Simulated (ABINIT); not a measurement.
## Elastic calculation of ZrC (part 2 of 2)

ZrC (2 atoms in the cell); Kohn-Sham DFT of a periodic cell, LDA, PseudoDojo NC SR LDA v0.4.1 standard, no spin polarisation (ABINIT 10.8.3); cutoff 1115.67 eV, 6×6×6 k-mesh, fermi-dirac of 0.05 eV. The structure derives from an entry of the Crystallography Open Database. The settings are looser than a standard set-up, so the numbers are not reference values.

Geometry of the input (Å; fractional positions):
```
0.0000  2.3217  2.3217
2.3217  0.0000  2.3217
2.3217  2.3217  0.0000
Zr 0.5000  0.5000  0.5000
C  0.0000  0.0000  0.0000
```

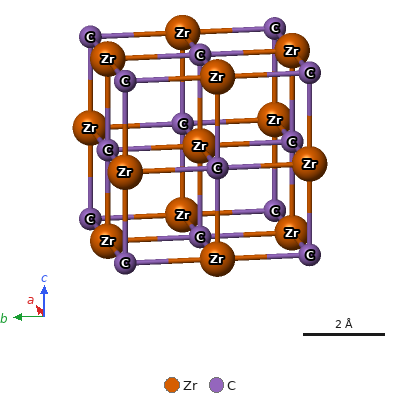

Figure 1. The structure as given in the input (ball-and-stick view of the cell 4 times as large as that of the calculation, set on its symmetry axes, seen at an oblique angle). An atom can appear more than once, as a periodic image.

The program's output, continued
```
================================================================================

 The perturbation idir=   2  ipert=   1 is
 symmetric of a previously calculated perturbation.
 So, its SCF calculation is not needed.

 The perturbation idir=   3  ipert=   1 is
 symmetric of a previously calculated perturbation.
 So, its SCF calculation is not needed.

 The perturbation idir=   2  ipert=   2 is
 symmetric of a previously calculated perturbation.
 So, its SCF calculation is not needed.

 The perturbation idir=   3  ipert=   2 is
 symmetric of a previously calculated perturbation.
 So, its SCF calculation is not needed.

--------------------------------------------------------------------------------
 Perturbation wavevector (in red.coord.)   0.000000  0.000000  0.000000
 Perturbation : displacement of atom   1   along direction   1
 Found     4 symmetries that leave the perturbation invariant.
 symkpt : the number of k-points, thanks to the symmetries,
 is reduced to   126 .

--------------------------------------------------------------------------------

--------------------------------------------------------------------------------

 dfpt_looppert : total number of electrons, from k and k+q
  fully or partially occupied states are    1.600000E+01 and    1.600000E+01.
 Initialisation of the first-order wave-functions :
  ireadwf=   0

--- !BeginCycle
iteration_state: {dtset: 2, }
solver: {iscf: 7, nstep: 80, nline: 4, wfoptalg: 0, }
tolerances: {tolvrs: 1.00E-08, }
...

     iter   2DEtotal(Ha)        deltaE(Ha) residm    vres2
-ETOT  1   3.2261036660027     -1.578E+03 4.211E+00 5.087E+02
 ETOT  2   2.7490119877946     -4.771E-01 8.316E-02 1.693E+01
 ETOT  3   2.7427434653543     -6.269E-03 7.373E-04 1.655E-01
 ETOT  4   2.7426970256799     -4.644E-05 9.427E-05 4.467E-03
 ETOT  5   2.7426954612315     -1.564E-06 3.299E-06 1.574E-04
 ETOT  6   2.7426953998354     -6.140E-08 3.787E-07 4.154E-07
 ETOT  7   2.7426953998445      9.095E-12 1.523E-08 2.353E-07
 ETOT  8   2.7426953997260     -1.185E-10 1.819E-09 4.065E-09

 At SCF step    8       vres2   =  4.06E-09 < tolvrs=  1.00E-08 =>converged.
================================================================================

 ----iterations are completed or convergence reached----

 Mean square residual over all n,k,spin=   40.970E-13; max=  18.189E-10

 2DEtotal=    0.2742695400E+01 Ha. Also 2DEtotal=    0.746325438770E+02 eV
    (2DErelax=   -1.5788048388E+03 Ha. 2DEnonrelax=    1.5815475342E+03 Ha)
    (  non-var. 2DEtotal :    2.7427030111E+00 Ha)

--------------------------------------------------------------------------------
 Perturbation wavevector (in red.coord.)   0.000000  0.000000  0.000000
 Perturbation : displacement of atom   2   along direction   1
 Found     4 symmetries that leave the perturbation invariant.
 symkpt : the number of k-points, thanks to the symmetries,
 is reduced to   126 .

--------------------------------------------------------------------------------

--------------------------------------------------------------------------------

 dfpt_looppert : total number of electrons, from k and k+q
  fully or partially occupied states are    1.600000E+01 and    1.600000E+01.
 Initialisation of the first-order wave-functions :
  ireadwf=   0

--- !BeginCycle
iteration_state: {dtset: 2, }
solver: {iscf: 7, nstep: 80, nline: 4, wfoptalg: 0, }
tolerances: {tolvrs: 1.00E-08, }
...

     iter   2DEtotal(Ha)        deltaE(Ha) residm    vres2
-ETOT  1   4.1424463391784     -6.068E+02 3.837E+00 5.160E+03
 ETOT  2   2.7852092628373     -1.357E+00 1.109E-01 1.063E+02
 ETOT  3   2.7436287904407     -4.158E-02 2.761E-03 3.487E+00
 ETOT  4   2.7426614278557     -9.674E-04 1.892E-04 6.463E-02
 ETOT  5   2.7426363334819     -2.509E-05 9.084E-06 2.597E-04
 ETOT  6   2.7426362539809     -7.950E-08 7.205E-07 1.590E-06
 ETOT  7   2.7426362539609     -2.001E-11 3.676E-08 1.177E-06
 ETOT  8   2.7426362534893     -4.716E-10 3.598E-09 1.082E-08
 ETOT  9   2.7426362534927      3.411E-12 1.829E-10 1.590E-11

 At SCF step    9       vres2   =  1.59E-11 < tolvrs=  1.00E-08 =>converged.
================================================================================

 ----iterations are completed or convergence reached----

 Mean square residual over all n,k,spin=   44.584E-14; max=  18.292E-11

 2DEtotal=    0.2742636253E+01 Ha. Also 2DEtotal=    0.746309344260E+02 eV
    (2DErelax=   -6.0818450758E+02 Ha. 2DEnonrelax=    6.1092714383E+02 Ha)
    (  non-var. 2DEtotal :    2.7426355056E+00 Ha)

--------------------------------------------------------------------------------
 Perturbation wavevector (in red.coord.)   0.000000  0.000000  0.000000
 Found    16 symmetries that leave the perturbation invariant.
 symkpt : the number of k-points, thanks to the symmetries,
 is reduced to    63 .

--------------------------------------------------------------------------------

--------------------------------------------------------------------------------

 dfpt_looppert : total number of electrons, from k and k+q
  fully or partially occupied states are    1.600000E+01 and    1.600000E+01.
 Initialisation of the first-order wave-functions :
  ireadwf=   0

--- !BeginCycle
iteration_state: {dtset: 2, }
solver: {iscf: 7, nstep: 80, nline: 4, wfoptalg: 0, }
tolerances: {tolvrs: 1.00E-08, }
...

     iter   2DEtotal(Ha)        deltaE(Ha) residm    vres2
-ETOT  1   11.674813493248     -4.168E+01 1.374E+01 2.908E+04
 ETOT  2   4.2967805147776     -7.378E+00 8.045E-02 3.864E+03
 ETOT  3   3.8535212486133     -4.433E-01 1.058E-02 2.359E+03
 ETOT  4   2.8985608733438     -9.550E-01 1.025E-03 1.688E+00
 ETOT  5   2.8979570039706     -6.039E-04 1.147E-04 8.837E-03
 ETOT  6   2.8979551858850     -1.818E-06 2.906E-06 1.565E-04
 ETOT  7   2.8979551291710     -5.671E-08 4.363E-07 7.784E-07
 ETOT  8   2.8979551288976     -2.734E-10 1.174E-08 3.493E-09

 At SCF step    8       vres2   =  3.49E-09 < tolvrs=  1.00E-08 =>converged.
================================================================================

 ----iterations are completed or convergence reached----

 Mean square residual over all n,k,spin=   29.221E-12; max=  11.741E-09

 2DEtotal=    0.2897955129E+01 Ha. Also 2DEtotal=    0.788573763360E+02 eV
    (2DErelax=   -5.0457354613E+01 Ha. 2DEnonrelax=    5.3355309742E+01 Ha)
    (  non-var. 2DEtotal :    2.8979530553E+00 Ha)

--------------------------------------------------------------------------------
 Perturbation wavevector (in red.coord.)   0.000000  0.000000  0.000000
 Found    16 symmetries that leave the perturbation invariant.
 symkpt : the number of k-points, thanks to the symmetries,
 is reduced to    63 .

--------------------------------------------------------------------------------

--------------------------------------------------------------------------------

 dfpt_looppert : total number of electrons, from k and k+q
  fully or partially occupied states are    1.600000E+01 and    1.600000E+01.
 Initialisation of the first-order wave-functions :
  ireadwf=   0

--- !BeginCycle
iteration_state: {dtset: 2, }
solver: {iscf: 7, nstep: 80, nline: 4, wfoptalg: 0, }
tolerances: {tolvrs: 1.00E-08, }
...

     iter   2DEtotal(Ha)        deltaE(Ha) residm    vres2
-ETOT  1   11.674802046129     -4.168E+01 1.372E+01 2.908E+04
 ETOT  2   4.2967589661980     -7.378E+00 8.045E-02 3.864E+03
 ETOT  3   3.8535087924579     -4.433E-01 1.058E-02 2.359E+03
 ETOT  4   2.8985610788888     -9.549E-01 1.025E-03 1.688E+00
 ETOT  5   2.8979572377426     -6.038E-04 1.147E-04 8.836E-03
 ETOT  6   2.8979554199554     -1.818E-06 2.906E-06 1.565E-04
 ETOT  7   2.8979553632568     -5.670E-08 4.363E-07 7.784E-07
 ETOT  8   2.8979553629838     -2.730E-10 1.174E-08 3.495E-09

 At SCF step    8       vres2   =  3.49E-09 < tolvrs=  1.00E-08 =>converged.
================================================================================

 ----iterations are completed or convergence reached----

 Mean square residual over all n,k,spin=   29.192E-12; max=  11.742E-09

 2DEtotal=    0.2897955363E+01 Ha. Also 2DEtotal=    0.788573827058E+02 eV
    (2DErelax=   -5.0457354378E+01 Ha. 2DEnonrelax=    5.3355309741E+01 Ha)
    (  non-var. 2DEtotal :    2.8979532889E+00 Ha)

--------------------------------------------------------------------------------
 Perturbation wavevector (in red.coord.)   0.000000  0.000000  0.000000
 Found    16 symmetries that leave the perturbation invariant.
 symkpt : the number of k-points, thanks to the symmetries,
 is reduced to    63 .

--------------------------------------------------------------------------------

--------------------------------------------------------------------------------

 dfpt_looppert : total number of electrons, from k and k+q
  fully or partially occupied states are    1.600000E+01 and    1.600000E+01.
 Initialisation of the first-order wave-functions :
  ireadwf=   0

--- !BeginCycle
iteration_state: {dtset: 2, }
solver: {iscf: 7, nstep: 80, nline: 4, wfoptalg: 0, }
tolerances: {tolvrs: 1.00E-08, }
...

     iter   2DEtotal(Ha)        deltaE(Ha) residm    vres2
-ETOT  1   11.675021906381     -4.168E+01 1.372E+01 2.908E+04
 ETOT  2   4.2967167662834     -7.378E+00 8.045E-02 3.864E+03
 ETOT  3   3.8534639541763     -4.433E-01 1.058E-02 2.359E+03
 ETOT  4   2.8985610253134     -9.549E-01 1.025E-03 1.687E+00
 ETOT  5   2.8979572391001     -6.038E-04 1.147E-04 8.835E-03
 ETOT  6   2.8979554215205     -1.818E-06 2.906E-06 1.561E-04
 ETOT  7   2.8979553649924     -5.653E-08 4.362E-07 7.791E-07
 ETOT  8   2.8979553647200     -2.724E-10 1.174E-08 3.494E-09

 At SCF step    8       vres2   =  3.49E-09 < tolvrs=  1.00E-08 =>converged.
================================================================================

 ----iterations are completed or convergence reached----

 Mean square residual over all n,k,spin=   28.993E-12; max=  11.742E-09

 2DEtotal=    0.2897955365E+01 Ha. Also 2DEtotal=    0.788573827530E+02 eV
    (2DErelax=   -5.0457354376E+01 Ha. 2DEnonrelax=    5.3355309740E+01 Ha)
    (  non-var. 2DEtotal :    2.8979532881E+00 Ha)

--------------------------------------------------------------------------------
 Perturbation wavevector (in red.coord.)   0.000000  0.000000  0.000000
 Found     8 symmetries that leave the perturbation invariant.
 symkpt : the number of k-points, thanks to the symmetries,
 is reduced to   126 .

--------------------------------------------------------------------------------

--------------------------------------------------------------------------------

 dfpt_looppert : total number of electrons, from k and k+q
  fully or partially occupied states are    1.600000E+01 and    1.600000E+01.
 Initialisation of the first-order wave-functions :
  ireadwf=   0

--- !BeginCycle
iteration_state: {dtset: 2, }
solver: {iscf: 7, nstep: 80, nline: 4, wfoptalg: 0, }
tolerances: {tolvrs: 1.00E-08, }
...

     iter   2DEtotal(Ha)        deltaE(Ha) residm    vres2
-ETOT  1   1.8690501134641     -2.064E+01 1.835E+00 3.332E+03
 ETOT  2  0.89248952835658     -9.766E-01 1.114E-02 1.804E+01
 ETOT  3  0.88264910963981     -9.840E-03 3.134E-04 9.257E-01
 ETOT  4  0.88245345816871     -1.957E-04 3.265E-05 1.110E-03
 ETOT  5  0.88245318817969     -2.700E-07 9.990E-07 1.422E-06
 ETOT  6  0.88245318794531     -2.344E-10 6.810E-08 4.839E-09

 At SCF step    6       vres2   =  4.84E-09 < tolvrs=  1.00E-08 =>converged.
================================================================================

 ----iterations are completed or convergence reached----

 Mean square residual over all n,k,spin=   26.000E-11; max=  68.103E-09

 2DEtotal=    0.8824531879E+00 Ha. Also 2DEtotal=    0.240127745412E+02 eV
    (2DErelax=   -2.1622549729E+01 Ha. 2DEnonrelax=    2.2505002917E+01 Ha)
    (  non-var. 2DEtotal :    8.8245345858E-01 Ha)

--------------------------------------------------------------------------------
 Perturbation wavevector (in red.coord.)   0.000000  0.000000  0.000000
 Found     8 symmetries that leave the perturbation invariant.
 symkpt : the number of k-points, thanks to the symmetries,
 is reduced to   126 .

--------------------------------------------------------------------------------

--------------------------------------------------------------------------------

 dfpt_looppert : total number of electrons, from k and k+q
  fully or partially occupied states are    1.600000E+01 and    1.600000E+01.
 Initialisation of the first-order wave-functions :
  ireadwf=   0

--- !BeginCycle
iteration_state: {dtset: 2, }
solver: {iscf: 7, nstep: 80, nline: 4, wfoptalg: 0, }
tolerances: {tolvrs: 1.00E-08, }
...

     iter   2DEtotal(Ha)        deltaE(Ha) residm    vres2
-ETOT  1   1.8690437280743     -2.064E+01 1.835E+00 3.332E+03
 ETOT  2  0.89248960554632     -9.766E-01 1.114E-02 1.804E+01
 ETOT  3  0.88264886787012     -9.841E-03 3.134E-04 9.257E-01
 ETOT  4  0.88245321142664     -1.957E-04 3.265E-05 1.110E-03
 ETOT  5  0.88245294158176     -2.698E-07 9.990E-07 1.423E-06
 ETOT  6  0.88245294134791     -2.338E-10 6.810E-08 4.844E-09

 At SCF step    6       vres2   =  4.84E-09 < tolvrs=  1.00E-08 =>converged.
================================================================================

 ----iterations are completed or convergence reached----

 Mean square residual over all n,k,spin=   27.118E-11; max=  68.103E-09

 2DEtotal=    0.8824529413E+00 Ha. Also 2DEtotal=    0.240127678309E+02 eV
    (2DErelax=   -2.1622549976E+01 Ha. 2DEnonrelax=    2.2505002917E+01 Ha)
    (  non-var. 2DEtotal :    8.8245321246E-01 Ha)

--------------------------------------------------------------------------------
 Perturbation wavevector (in red.coord.)   0.000000  0.000000  0.000000
 Found     8 symmetries that leave the perturbation invariant.
 symkpt : the number of k-points, thanks to the symmetries,
 is reduced to   126 .

--------------------------------------------------------------------------------

--------------------------------------------------------------------------------

 dfpt_looppert : total number of electrons, from k and k+q
  fully or partially occupied states are    1.600000E+01 and    1.600000E+01.
 Initialisation of the first-order wave-functions :
  ireadwf=   0

--- !BeginCycle
iteration_state: {dtset: 2, }
solver: {iscf: 7, nstep: 80, nline: 4, wfoptalg: 0, }
tolerances: {tolvrs: 1.00E-08, }
...

     iter   2DEtotal(Ha)        deltaE(Ha) residm    vres2
-ETOT  1   1.8690690809939     -2.064E+01 1.835E+00 3.332E+03
 ETOT  2  0.89249006989530     -9.766E-01 1.114E-02 1.804E+01
 ETOT  3  0.88264891600669     -9.841E-03 3.134E-04 9.259E-01
 ETOT  4  0.88245320862590     -1.957E-04 3.265E-05 1.110E-03
 ETOT  5  0.88245293891407     -2.697E-07 9.990E-07 1.424E-06
 ETOT  6  0.88245293867956     -2.345E-10 6.811E-08 4.850E-09

 At SCF step    6       vres2   =  4.85E-09 < tolvrs=  1.00E-08 =>converged.
================================================================================

 ----iterations are completed or convergence reached----

 Mean square residual over all n,k,spin=   25.461E-11; max=  68.106E-09

 2DEtotal=    0.8824529387E+00 Ha. Also 2DEtotal=    0.240127677583E+02 eV
    (2DErelax=   -2.1622549979E+01 Ha. 2DEnonrelax=    2.2505002917E+01 Ha)
    (  non-var. 2DEtotal :    8.8245320176E-01 Ha)

================================================================================

 ---- first-order wavefunction calculations are completed ----

 ==> Compute Derivative Database <==

  Dynamical matrix, in cartesian coordinates,
   if specified in the inputs, asr has been imposed
     j1       j2             matrix element
  dir pert dir pert     real part    imaginary part

   1    1   1    1         0.0712382410         0.0000000000
   1    1   1    2        -0.0712382410         0.0000000000

   2    1   2    1         0.0712382410         0.0000000000
   2    1   2    2        -0.0712382410         0.0000000000

   3    1   3    1         0.0712382410         0.0000000000
   3    1   3    2        -0.0712382410         0.0000000000

   1    2   1    1        -0.0712382660         0.0000000000
   1    2   1    2         0.0712382660         0.0000000000

   2    2   2    1        -0.0712382660         0.0000000000
   2    2   2    2         0.0712382660         0.0000000000

   3    2   3    1        -0.0712382660         0.0000000000
   3    2   3    2         0.0712382660         0.0000000000

  Rigid-atom elastic tensor , in cartesian coordinates,
     j1       j2             matrix element
  dir pert dir pert     real part    imaginary part

   1    5   1    5         0.0171563022         0.0000000000
   1    5   2    5         0.0040023861         0.0000000000
   1    5   3    5         0.0040023860         0.0000000000

   2    5   1    5         0.0040023863         0.0000000000
   2    5   2    5         0.0171563036         0.0000000000
   2    5   3    5         0.0040023860         0.0000000000

   3    5   1    5         0.0040023863         0.0000000000
   3    5   2    5         0.0040023861         0.0000000000
   3    5   3    5         0.0171563036         0.0000000000

   1    6   1    6         0.0052242524         0.0000000000

   2    6   2    6         0.0052242510         0.0000000000

   3    6   3    6         0.0052242509         0.0000000000

  Internal strain coupling parameters, in cartesian coordinates,
   zero average net force deriv. has been imposed
     j1       j2             matrix element
  dir pert dir pert     real part    imaginary part

  Phonon wavevector (reduced coordinates) :  0.00000  0.00000  0.00000
 Phonon energies in Hartree :
   0.000000E+00  0.000000E+00  0.000000E+00  1.918872E-03  1.918872E-03
   1.918872E-03
 Phonon frequencies in cm-1    :
   0.000000E+00  0.000000E+00  0.000000E+00  4.211437E+02  4.211437E+02
   4.211437E+02

== END DATASET(S) ==============================================================
================================================================================

 -outvars: echo values of variables after computation  --------
            acell      1.8897261259E+00  1.8897261259E+00  1.8897261259E+00 Bohr
           etotal1    -5.6785274751E+01
           etotal2     8.8245293868E-01
            fcart1    -0.0000000000E+00 -0.0000000000E+00 -0.0000000000E+00
                      -0.0000000000E+00 -0.0000000000E+00 -0.0000000000E+00
            fcart2     0.0000000000E+00  0.0000000000E+00  0.0000000000E+00
                       0.0000000000E+00  0.0000000000E+00  0.0000000000E+00
            rprim      0.0000000000E+00  2.3217405500E+00  2.3217405500E+00
                       2.3217405500E+00  0.0000000000E+00  2.3217405500E+00
                       2.3217405500E+00  2.3217405500E+00  0.0000000000E+00
           strten1    -4.2436207516E-06 -4.2436207516E-06 -4.2436207516E-06
                       0.0000000000E+00  0.0000000000E+00  0.0000000000E+00
           strten2     0.0000000000E+00  0.0000000000E+00  0.0000000000E+00
                       0.0000000000E+00  0.0000000000E+00  0.0000000000E+00
           xangst      2.3217405500E+00  2.3217405500E+00  2.3217405500E+00
                       0.0000000000E+00  0.0000000000E+00  0.0000000000E+00
             xred      5.0000000000E-01  5.0000000000E-01  5.0000000000E-01
                       0.0000000000E+00  0.0000000000E+00  0.0000000000E+00
 Calculation completed.
```

Key numbers

```csv
quantity,value
outcome,converged
space group (tolerance 0.01 Å),Fm-3m (225)
electrons treated,16
free energy,−1545.2060 eV
Fermi energy,11.634 eV
pressure,0.12 GPa
largest force (length of the vector),under 0.001 eV/Å
wall time,5 min (CPU time 20 min)
peak memory,0.48 GiB
```

Remarks

The settings depart from the standard set-up of this series, which can bear on the numbers. Points of doubt noted for this run: k mesh coarse for metal response.
